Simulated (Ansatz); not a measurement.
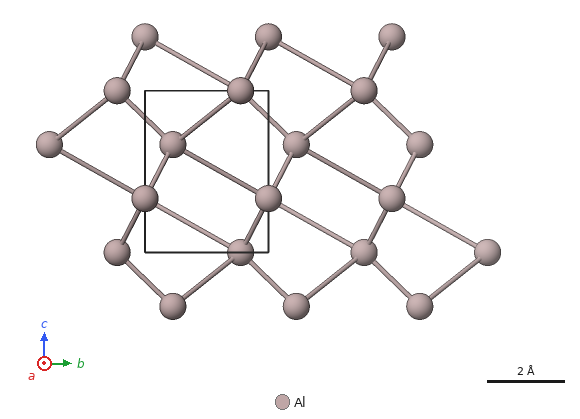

A crystal of Al (built on the trigonal selenium_152 type) (coarse preliminary run), before the relaxation. A ball-and-stick model of the cell of the calculation, repeated 1 × 2 × 1 with one cell outlined, seen along the a axis.

Case: trigonal selenium type (P3_121, No. 152).

These are results of Ansatz, DFT r2SCAN, scalar-relativistic, plane waves, PAW, not measurements.

Input
```yaml
crystal:
  lattice:
    - [3.7157348468, 0.0, 0.0]
    - [-1.8578674235, 3.2179207711, 0.0]
    - [0.0, 0.0, 4.2156255675]
  atoms:
    - { symbol: Al, position: [0.2254, 0.0, 0.3333333333] }
    - { symbol: Al, position: [0.0, 0.2254, 0.6666666667] }
    - { symbol: Al, position: [0.7746, 0.7746, 0.0] }
basis:
  ecutwfc: 500
kpoints:
  mp_grid: { grid: [6, 6, 4] }
hamiltonian:
  xc: r2scan
scf:
  occupations: { method: gaussian, width: 0.1 }
  lower_state_search: "off"
output:
  forces: true
  stress: true
  eigenvalues: true
relax:
  adjacent_minimum: "off"
  f_tol: 0.04
  max_steps: 70
  cell: { stress_tol: 0.4 }
```

Question: What does the optimiser find from here?

Answer: After 11 accepted moves (12 points after the start) the energy has fallen by 1906 meV per atom. Largest force component: 9.6 eV/Å at the start, 0.0026 eV/Å at the end. The pressure goes from 43.86 to 0.09 GPa. The SCF was repeated once at an unchanged geometry on a basis and grid sized afresh for the cell, which shifted the energy by 1.1 meV per atom at most. The largest moves relative to the cell, 0.47 Å, are those of Al1, Al2 and Al3. Al2 goes along +b. The volume changes by −2.0 %, with a = b 3.716 → 4.363 Å (+17.4 %), c 4.216 → 2.996 Å (−28.9 %). Near-neighbour distances that change, for instance: Al1–Al2 2.020 → 2.710 Å, Al1–Al2 (another image) 2.924 → 2.710 Å. Among the angles between lasting bonds that change: Al2–Al1–Al3 103.1° → 72.8°, Al2–Al1–Al2 78.9° → 107.2°, Al2–Al1–Al3 99.0° → 72.8°. The space group (tolerance 0.01 Å) goes from P3_121 (No. 152) to R-3m (No. 166).

The structure at the end:

```xyz
3
Lattice="4.3634 0.0000 0.0000 -2.1817 3.7788 0.0000 0.0000 0.0000 2.9959" Properties=species:S:1:pos:R:3 pbc="T T T"
Al    1.4548    0.0000    0.9986
Al    3.6360    1.2599    1.9973
Al    1.4543    2.5189    2.9959
```

The end point in the same view:

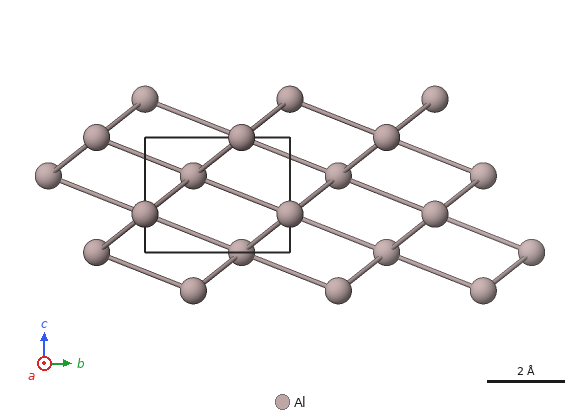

Limits of the set-up: the k-point mesh is coarse for a cell with partly filled bands.
